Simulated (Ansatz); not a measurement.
# Si: molecular dynamics (part 2 of 3)

Si (16 atoms in the cell); DFT PBEsol, scalar-relativistic, plane waves, PAW, no spin polarisation (Ansatz 0.2.0); cutoff 420 eV, 2×2×2 k-mesh, Fermi–Dirac smearing of 0.3 eV. The structure was built on a prototype by a generator; it need not be a known phase. It belongs to a series of runs on one base structure; here: dynamics from the last frame of the run before.

Geometry of the input (Å; fractional positions):
```
0.0000  5.6890  5.6890
5.6890  0.0000  5.6890
5.6890  5.6890  0.0000
Si -0.0397  0.0067  0.0176
Si 0.1508  0.1561  0.0397
Si 0.0058  0.1224  0.4148
Si 0.1589  0.0900  0.6642
Si -0.0750  0.4577  0.1340
Si 0.1388  0.6967  -0.0363
Si -0.0166  0.5653  0.3744
Si 0.1462  0.4882  0.6139
Si 0.4934  0.0014  0.0087
Si 0.5186  0.1318  0.2157
Si 0.5746  -0.0741  0.5646
Si 0.6825  0.1528  0.6289
Si 0.4488  0.5133  0.0439
Si 0.5765  0.6246  0.1955
Si 0.4408  0.5044  0.5441
Si 0.5518  0.6236  0.6605
```

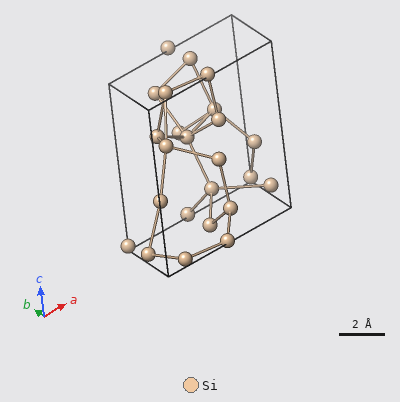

*The geometry at step 90 of the log (ball-and-stick view of the cell of the calculation, seen slightly off an axis).*

### Log, continued
```
md step    66: t =    99.00 fs  T =  1433.2 K (target 803.0 K)  F+E_penalty+E_count = -9934.26136422 eV  E_kin = 2.963985 eV  (5 SCF iters)
md step    67: t =   100.50 fs  T =  1253.4 K (target 772.6 K)  F+E_penalty+E_count = -9934.21974462 eV  E_kin = 2.592328 eV  (5 SCF iters)
md step    68: t =   102.00 fs  T =  1194.1 K (target 742.1 K)  F+E_penalty+E_count = -9934.17186017 eV  E_kin = 2.469640 eV  (5 SCF iters)
md step    69: t =   103.50 fs  T =  1201.2 K (target 711.6 K)  F+E_penalty+E_count = -9934.11715911 eV  E_kin = 2.484342 eV  (5 SCF iters)
md step    70: t =   105.00 fs  T =  1214.5 K (target 681.1 K)  F+E_penalty+E_count = -9934.05624341 eV  E_kin = 2.511813 eV  (6 SCF iters)
md step    71: t =   106.50 fs  T =  1162.1 K (target 650.6 K)  F+E_penalty+E_count = -9933.99505035 eV  E_kin = 2.403423 eV  (5 SCF iters)
md step    72: t =   108.00 fs  T =  1086.9 K (target 620.1 K)  F+E_penalty+E_count = -9933.94267680 eV  E_kin = 2.247935 eV  (5 SCF iters)
md step    73: t =   109.50 fs  T =  1032.5 K (target 589.6 K)  F+E_penalty+E_count = -9933.90088932 eV  E_kin = 2.135419 eV  (5 SCF iters)
md step    74: t =   111.00 fs  T =  1014.6 K (target 559.1 K)  F+E_penalty+E_count = -9933.87958309 eV  E_kin = 2.098363 eV  (5 SCF iters)
md step    75: t =   112.50 fs  T =  1050.2 K (target 528.7 K)  F+E_penalty+E_count = -9933.88418304 eV  E_kin = 2.172014 eV  (5 SCF iters)
md step    76: t =   114.00 fs  T =   971.2 K (target 498.2 K)  F+E_penalty+E_count = -9933.90067387 eV  E_kin = 2.008564 eV  (5 SCF iters)
md step    77: t =   115.50 fs  T =  1012.4 K (target 467.7 K)  F+E_penalty+E_count = -9933.93849608 eV  E_kin = 2.093744 eV  (4 SCF iters)
md step    78: t =   117.00 fs  T =   988.7 K (target 437.2 K)  F+E_penalty+E_count = -9933.99405597 eV  E_kin = 2.044733 eV  (5 SCF iters)
md step    79: t =   118.50 fs  T =   966.7 K (target 406.7 K)  F+E_penalty+E_count = -9934.05896065 eV  E_kin = 1.999313 eV  (4 SCF iters)
md step    80: t =   120.00 fs  T =   949.5 K (target 376.2 K)  F+E_penalty+E_count = -9934.13304680 eV  E_kin = 1.963789 eV  (6 SCF iters)
md step    81: t =   121.50 fs  T =   941.4 K (target 345.7 K)  F+E_penalty+E_count = -9934.20941402 eV  E_kin = 1.946874 eV  (4 SCF iters)
md step    82: t =   123.00 fs  T =   935.4 K (target 315.2 K)  F+E_penalty+E_count = -9934.29272017 eV  E_kin = 1.934556 eV  (5 SCF iters)
md step    83: t =   124.50 fs  T =   898.8 K (target 300.0 K)  F+E_penalty+E_count = -9934.38554393 eV  E_kin = 1.858863 eV  (4 SCF iters)
md step    84: t =   126.00 fs  T =   911.9 K (target 300.0 K)  F+E_penalty+E_count = -9934.48616622 eV  E_kin = 1.885912 eV  (5 SCF iters)
md step    85: t =   127.50 fs  T =  1001.9 K (target 300.0 K)  F+E_penalty+E_count = -9934.59019785 eV  E_kin = 2.072128 eV  (5 SCF iters)
md step    86: t =   129.00 fs  T =  1024.7 K (target 300.0 K)  F+E_penalty+E_count = -9934.69152403 eV  E_kin = 2.119332 eV  (4 SCF iters)
md step    87: t =   130.50 fs  T =  1060.4 K (target 300.0 K)  F+E_penalty+E_count = -9934.78530312 eV  E_kin = 2.193143 eV  (4 SCF iters)
md step    88: t =   132.00 fs  T =  1041.5 K (target 300.0 K)  F+E_penalty+E_count = -9934.86611571 eV  E_kin = 2.154074 eV  (4 SCF iters)
md step    89: t =   133.50 fs  T =   961.5 K (target 300.0 K)  F+E_penalty+E_count = -9934.93205117 eV  E_kin = 1.988593 eV  (4 SCF iters)
md step    90: t =   135.00 fs  T =   975.9 K (target 300.0 K)  F+E_penalty+E_count = -9934.98435743 eV  E_kin = 2.018383 eV  (6 SCF iters)
md step    91: t =   136.50 fs  T =   947.6 K (target 300.0 K)  F+E_penalty+E_count = -9935.02260597 eV  E_kin = 1.959696 eV  (4 SCF iters)
md step    92: t =   138.00 fs  T =   945.9 K (target 300.0 K)  F+E_penalty+E_count = -9935.04916829 eV  E_kin = 1.956200 eV  (5 SCF iters)
md step    93: t =   139.50 fs  T =   925.9 K (target 300.0 K)  F+E_penalty+E_count = -9935.06398654 eV  E_kin = 1.914941 eV  (4 SCF iters)
md step    94: t =   141.00 fs  T =   908.0 K (target 300.0 K)  F+E_penalty+E_count = -9935.06576613 eV  E_kin = 1.877876 eV  (4 SCF iters)
md step    95: t =   142.50 fs  T =   889.6 K (target 300.0 K)  F+E_penalty+E_count = -9935.05487206 eV  E_kin = 1.839905 eV  (4 SCF iters)
md step    96: t =   144.00 fs  T =   821.5 K (target 300.0 K)  F+E_penalty+E_count = -9935.03378079 eV  E_kin = 1.699008 eV  (5 SCF iters)
md step    97: t =   145.50 fs  T =   784.8 K (target 300.0 K)  F+E_penalty+E_count = -9935.00580727 eV  E_kin = 1.623041 eV  (4 SCF iters)
md step    98: t =   147.00 fs  T =   738.4 K (target 300.0 K)  F+E_penalty+E_count = -9934.96778971 eV  E_kin = 1.527090 eV  (4 SCF iters)
md step    99: t =   148.50 fs  T =   691.3 K (target 300.0 K)  F+E_penalty+E_count = -9934.92348419 eV  E_kin = 1.429715 eV  (5 SCF iters)
md step   100: t =   150.00 fs  T =   648.1 K (target 300.0 K)  F+E_penalty+E_count = -9934.88503550 eV  E_kin = 1.340456 eV  (6 SCF iters)
md step   101: t =   151.50 fs  T =   666.3 K (target 300.0 K)  F+E_penalty+E_count = -9934.85775108 eV  E_kin = 1.377953 eV  (4 SCF iters)
md step   102: t =   153.00 fs  T =   661.0 K (target 300.0 K)  F+E_penalty+E_count = -9934.83817630 eV  E_kin = 1.367062 eV  (4 SCF iters)
md step   103: t =   154.50 fs  T =   601.9 K (target 300.0 K)  F+E_penalty+E_count = -9934.81991596 eV  E_kin = 1.244882 eV  (4 SCF iters)
md step   104: t =   156.00 fs  T =   557.6 K (target 300.0 K)  F+E_penalty+E_count = -9934.80610023 eV  E_kin = 1.153127 eV  (5 SCF iters)
md step   105: t =   157.50 fs  T =   541.6 K (target 300.0 K)  F+E_penalty+E_count = -9934.80730163 eV  E_kin = 1.120219 eV  (4 SCF iters)
md step   106: t =   159.00 fs  T =   558.5 K (target 300.0 K)  F+E_penalty+E_count = -9934.82167649 eV  E_kin = 1.155042 eV  (4 SCF iters)
md step   107: t =   160.50 fs  T =   562.8 K (target 300.0 K)  F+E_penalty+E_count = -9934.84361199 eV  E_kin = 1.164058 eV  (4 SCF iters)
SCF 109 converged in 4 iterations: F = -9934.877862 eV  dr2 = 1.46e-8
md step   108: t =   162.00 fs  T =   555.8 K (target 300.0 K)  F+E_penalty+E_count = -9934.87786240 eV  E_kin = 1.149496 eV  (4 SCF iters)
iter 1 solved again at ethr=3.71e-6 eV; its pass at ethr=3.10e-3 eV (dr2=2.37e-3 eV) is discarded
SCF iter   1: F=—  HF=-9934.923561 eV  |F-HF|=—  |Δ(HF+E_count)|=         —  Δρ=6.90e-4  dr2=2.99e-3  ethr=3.71e-6  ⟨swp⟩=3.1  Hψ=2178  notcnv=0
preconditioner: auto → LDOS  [metal: Δε(μ)=0.113 eV  Ē_g=7.601 eV  σ=0.300 eV  W_gap=0.09  n_scr=58 (ndim 8)  ℏωp=15.5 eV  f_vac=0.016  D(μ)=7.13/eV (n_scr^D=50)  β→1.0]
SCF iter   2: F=—  HF=-9934.923079 eV  |F-HF|=—  |Δ(HF+E_count)|=   4.82e-4  Δρ=2.97e-4  dr2=7.59e-4  ethr=3.71e-6  ⟨swp⟩=2.2  Hψ=675  notcnv=0
SCF iter   3: F=—  HF=-9934.922873 eV  |F-HF|=—  |Δ(HF+E_count)|=   2.06e-4  Δρ=6.37e-5  dr2=4.03e-5  ethr=1.19e-6  ⟨swp⟩=2.1  Hψ=670  notcnv=0
SCF iter   4: F=—  HF=-9934.922869 eV  |F-HF|=—  |Δ(HF+E_count)|=   3.96e-6  Δρ=1.31e-5  dr2=1.13e-6  ethr=6.30e-8  ⟨swp⟩=2.1  Hψ=754  notcnv=0
SCF iter   5: F=—  HF=-9934.922835 eV  |F-HF|=—  |Δ(HF+E_count)|=   3.45e-5  Δρ=3.60e-6  dr2=8.92e-8  ethr=1.76e-9  ⟨swp⟩=2.2  Hψ=748  notcnv=0
SCF iter   6: F=-9934.922835 eV  HF=-9934.922835 eV  |F-HF|=3.53e-10  |Δ(HF+E_count)|=   5.91e-9  Δρ=8.98e-7  dr2=4.58e-9  ethr=2.50e-11  ⟨swp⟩=5.0  Hψ=1462  notcnv=0
SCF 110 converged in 6 iterations: F = -9934.922835 eV  dr2 = 4.58e-9
md step   109: t =   163.50 fs  T =   544.6 K (target 300.0 K)  F+E_penalty+E_count = -9934.92283455 eV  E_kin = 1.126338 eV  (6 SCF iters)
```

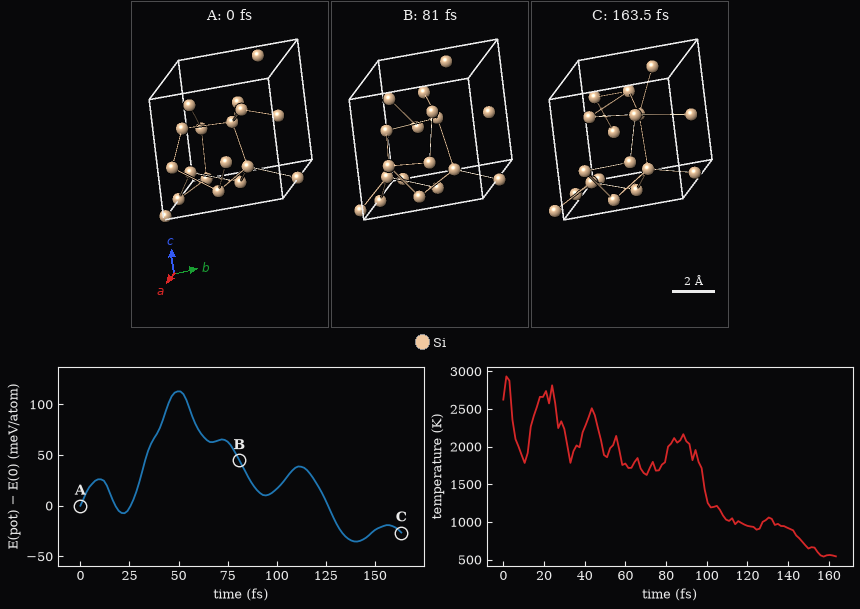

*Frames of the molecular dynamics (ball-and-stick, reduced simulation cell, seen slightly off an axis) above the curves, on which the letters mark them.*

The trajectory kept here has 110 frames over 163.5 fs. The temperature starts at 2625 K, ranges from 542 to 2934 K and averages 1122 K over the second half. The potential energy ends 26.4 meV/atom below its first value. With the common drift removed, the root-mean-square displacement is 0.68 Å, and Si3 has moved furthest (1.24 Å).

```
SCF converged after 6 iterations
Free energy (F): -9934.922835 eV
Harris-Foulkes:  -9934.922835 eV  (|F-HF|=3.53e-10)
Internal energy: -9932.805919 eV  (E = F + TS)
E sigma→0 (E₀):  -9933.864377 eV
Entropy (-TS):   -2.116916 eV (-132.307 meV/atom)
Fermi energy:    4.923277 eV
--- Per-component energies (eV) ---
  E_band       = 2.494648
  E_kinetic    = 616.058588
  E_local      = -700.043056  (includes V_loc(G=0)·N_el)
  E_nonlocal   = 410.920591
  E_hartree    = 220.478655
  E_xc         = -862.605906
  E_vxc        = -732.588816  (∫ρ·V_xc dr)
  E_paw        = -7975.898931  (= ΣΔE_a)
  E_vpaw       = -32.809403  (= ΣTr[D̂ρ^β])
  E_aug_tail   = 0.000108  (compensation charges beyond the density's cutoff)
  E_ewald      = -1642.220938
  E_core_change = 0.504971  (= ΣΔE_core)
  E_smearing   = -2.116916  (= −TS)
  E_closure    = -0.000000  (closes the sum)
  Σ components = -9934.922835   (vs F -9934.922835, Δ=0.00e0)
--- Forces (eV/Å), atoms counted from 1 ---
  atom   1  Si    -0.22669203    -0.42621056    -0.97358346
  atom   2  Si     0.39921127     1.04428690     0.90145091
  atom   3  Si    -0.54103738    -0.15892259     0.13735328
  atom   4  Si    -0.18115858    -0.55987040    -0.94059891
  atom   5  Si     0.14282470     0.54408392     1.05348734
  atom   6  Si    -0.12493158    -0.39797424    -0.79779695
  atom   7  Si     0.13363931    -0.27279074     0.63729944
  atom   8  Si     0.68825601     0.23233961     0.64195396
  atom   9  Si     0.31702039    -1.58357221     0.85112730
  atom  10  Si    -0.23606397     0.89368427    -0.83804759
  atom  11  Si    -0.56634190     1.29829080     0.80892842
  atom  12  Si    -0.05646260    -0.30815131    -0.87083410
  atom  13  Si     1.20592678     0.69540243     0.26319661
  atom  14  Si    -0.48555682     0.36731149    -1.45429163
  atom  15  Si    -0.92309404    -0.24126454    -0.18240650
  atom  16  Si     0.45445006    -1.12664167     0.76276015
  max |Σ_I F_I| component: 1.04e-5 eV/Å
--- MD trajectory: 109 steps, t = 0.0 → 163.5 fs ---
  final state: T = 544.6 K   F+E_penalty+E_count = -9934.92283455 eV   E_kin = 1.126338 eV
```

### Trajectory as extended XYZ (Å, eV, eV/Å), 13 of the 110 frames kept, from step=0 to step=109
```
16
Lattice="0.0000 5.6890 5.6890 5.6890 0.0000 5.6890 5.6890 5.6890 0.0000" Properties=species:S:1:pos:R:3:forces:R:3 step=0 time_fs=0.0 energy=-9934.50030 temperature=2625.0
Si    0.1384   -0.1254   -0.1878    1.1154  -0.2773  -0.0927
Si    1.1139    1.0837    1.7465    0.1922  -0.7493  -0.8848
Si    3.0563    2.3928    0.7292   -0.1695   0.8945   1.4828
Si    4.2905    4.6824    1.4162   -0.2085  -0.3610   0.9400
Si    3.3665    0.3358    2.1775   -0.1241   0.9727   1.2010
Si    3.7575    0.5831    4.7531   -0.3456   0.4989  -0.8256
Si    5.3459    2.0352    3.1216    0.2078   0.1280  -0.3454
Si    6.2695    4.3239    3.6089   -0.1200  -1.0299  -2.4062
Si    0.0577    2.8567    2.8153    0.0185   0.9648   0.6936
Si    1.9769    4.1775    3.6999   -0.5548   0.2377   0.7491
Si    2.7901    6.4807    2.8473    1.1264  -1.8287   1.3593
Si    4.4473    7.4605    4.7519    0.6928  -0.7580  -2.0023
Si    3.1700    2.8029    5.4732   -0.4107   0.5564  -0.2073
Si    4.6657    4.3921    6.8334   -0.5746  -1.8154   0.3002
Si    5.9646    5.6032    5.3774   -0.9684   1.0750   0.4571
Si    7.3054    6.8968    6.6871    0.1232   1.4915  -0.4187
16
Lattice="0.0000 5.6890 5.6890 5.6890 0.0000 5.6890 5.6890 5.6890 0.0000" Properties=species:S:1:pos:R:3:forces:R:3 step=9 time_fs=13.5 energy=-9934.18131 temperature=2266.4
Si    0.1150   -0.2289   -0.2306    0.3360   0.1218  -0.4089
Si    1.1035    0.9912    1.7156   -0.0024   0.0620   0.0720
Si    3.1815    2.4051    0.7944   -0.7430   1.2105   1.9938
Si    4.4455    4.6010    1.5066   -0.2839  -0.1323   1.0958
Si    3.4846    0.4597    2.2501   -0.6578  -0.3184  -0.2454
Si    3.6757    0.6595    4.6031    0.5970  -0.1451   0.3654
Si    5.3115    1.8000    3.0327    1.1010   1.0738  -0.3808
Si    6.1909    4.4718    3.4951   -0.2944  -0.5790  -1.6921
Si    0.0753    2.8986    3.0301   -0.5594  -0.4524  -0.6625
Si    1.9559    4.0848    3.6052    0.5161   0.8079   1.2583
Si    2.8529    6.5652    2.7673    2.0617  -2.6037   2.3849
Si    4.3060    7.3052    4.7500    1.1424  -0.3844  -2.3758
Si    3.0547    2.7114    5.5102    0.0696   1.4902  -0.1005
Si    4.8388    4.4632    6.9508   -1.5208  -2.0690   0.9759
Si    5.9794    5.6825    5.4644   -0.1820   0.5243  -0.8349
Si    7.2670    7.0184    6.8166   -1.5801   1.3937  -1.4451
16
Lattice="0.0000 5.6890 5.6890 5.6890 0.0000 5.6890 5.6890 5.6890 0.0000" Properties=species:S:1:pos:R:3:forces:R:3 step=18 time_fs=27.0 energy=-9934.40481 temperature=2247.4
Si    0.1083   -0.2762   -0.3013   -0.1950  -0.1275  -0.2502
Si    1.1347    0.8408    1.6430   -0.4633   0.4619   0.6434
Si    3.2608    2.5107    1.0622   -0.0410   0.4095  -0.2374
Si    4.5384    4.4976    1.5975   -0.6479   0.5962   0.0340
Si    3.4358    0.5547    2.3524   -1.0928  -2.1310  -2.6570
Si    3.5926    0.6602    4.5066    0.6782   0.3603   2.8904
Si    5.3066    1.6161    2.9586    1.8992   1.6598  -0.0808
Si    6.1039    4.6084    3.2980    0.5220  -0.0566   0.1400
Si   -0.0142    2.9231    3.2634    0.6306   0.1860  -1.2877
Si    2.0099    4.1239    3.7068   -0.4773   0.5185   0.4234
Si    2.9513    6.4776    2.8828   -0.0923  -2.3482  -0.5300
Si    4.2265    7.2906    4.6202    0.7557   0.2464   0.9745
Si    2.9094    2.7581    5.4791    0.9848   0.9266   0.0049
Si    4.9034    4.4140    7.0968   -1.4964  -0.7551   0.5104
Si    6.0211    5.7086    5.5178   -0.1418   0.4394  -0.6470
Si    7.1707    7.3413    6.9617   -0.8227  -0.3863   0.0691
16
Lattice="0.0000 5.6890 5.6890 5.6890 0.0000 5.6890 5.6890 5.6890 0.0000" Properties=species:S:1:pos:R:3:forces:R:3 step=27 time_fs=40.5 energy=-9933.27094 temperature=2287.5
Si    0.1503   -0.2448   -0.4613   -0.4712  -0.1791   0.2881
Si    1.1851    0.8089    1.6088   -1.3803   0.4739  -0.1450
Si    3.3721    2.5398    1.2196   -0.4466  -0.3175  -0.9724
Si    4.5320    4.4374    1.5876   -0.1279   1.5346  -0.4424
Si    3.3276    0.4950    2.2899    0.8303  -1.8974  -2.2343
Si    3.4667    0.6145    4.4162    0.7487   0.6954   3.5870
Si    5.4228    1.6125    2.8552   -1.6832   0.4177   1.6936
Si    6.1195    4.7486    3.1589    0.6910   0.0058   1.1013
Si   -0.0277    2.8699    3.4411    1.1005   0.9907  -1.4424
Si    2.0936    4.2102    3.8491   -1.4817   0.6514  -0.5856
Si    3.0591    6.3509    2.9987   -1.3585  -1.6974  -2.2213
Si    4.1567    7.2878    4.6616    1.3223   0.3002   2.3724
Si    2.8252    2.8116    5.4505    1.1462  -0.5459   1.1894
Si    4.7985    4.2936    7.2310   -0.6382  -0.0821  -0.3620
Si    6.0740    5.6799    5.5931   -0.5571   0.2279  -0.3416
Si    7.0026    7.5377    7.1052    2.3058  -0.5783  -1.4848
16
Lattice="0.0000 5.6890 5.6890 5.6890 0.0000 5.6890 5.6890 5.6890 0.0000" Properties=species:S:1:pos:R:3:forces:R:3 step=36 time_fs=54.0 energy=-9932.82810 temperature=2021.2
Si    0.1342   -0.2713   -0.6519   -0.7994   0.4102   0.8327
Si    1.1667    0.8349    1.6069   -1.5781   0.6470  -0.6969
Si    3.6047    2.4576    1.3482   -1.0119  -1.5010  -0.2367
Si    4.4995    4.4144    1.4207    1.2038   2.8682   0.3155
Si    3.2480    0.2562    2.1680    0.6260  -0.4548   0.1443
Si    3.2884    0.5879    4.4270    0.4077   0.3442   1.6971
Si    5.4954    1.6866    2.8085   -3.9032  -0.3840   3.8215
Si    6.1893    4.8492    3.1499   -0.4026  -0.3922   0.4200
Si    0.0650    2.8743    3.4732   -0.1264   0.1849  -0.8684
Si    1.9896    4.2564    3.9183   -0.8078   0.5321  -0.4916
Si    3.1314    6.1513    2.9354   -0.2926  -0.1979  -0.5774
Si    4.1860    7.2854    4.8966    1.3038  -0.6323  -0.7707
Si    2.7627    2.8254    5.4764    1.1233  -0.6521   1.1251
Si    4.6559    4.2240    7.3730    0.6950  -0.7957  -1.2427
Si    6.1666    5.5870    5.6101   -0.7417   0.4069   0.0339
Si    6.9319    7.6349    7.1180    4.3042  -0.3834  -3.5054
```
